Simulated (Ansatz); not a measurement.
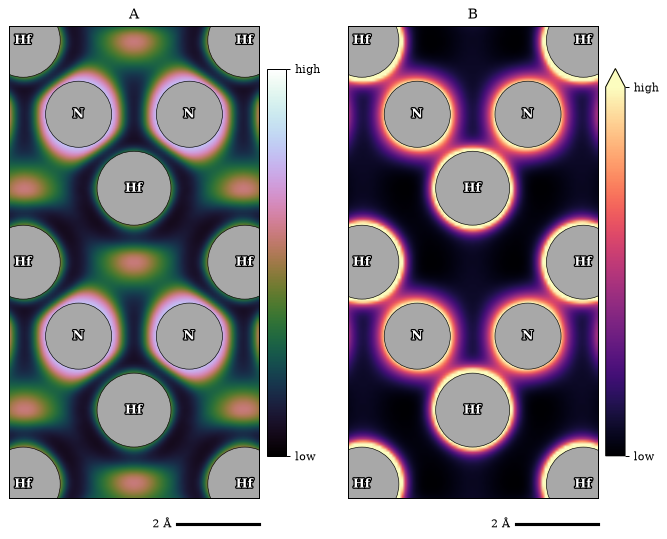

HfN: 2 fields on the (001) plane of the calculation cell, with unlabelled colour scales. Grey discs cover the atomic cores.

Space group P6₃/mmc; a structure from a database of computed crystals, not necessarily the ambient phase.

Level of theory: DFT r2SCAN, scalar-relativistic, plane waves, PAW (Ansatz 0.2.0).

Q: The panels show electron localisation function and valence pseudo-density in some order. Assign them.

A: Panel A: electron localisation function. Panel B: valence pseudo-density. From the grid: Hf–N (2.27 Å): ρ is about 0.51 e/Å³ halfway; the ELF peaks at about 0.80 in the valence shell of N, 0.7 Å from its nucleus, and is about 0.15 at the midpoint (no shared electron pair shows on this line).
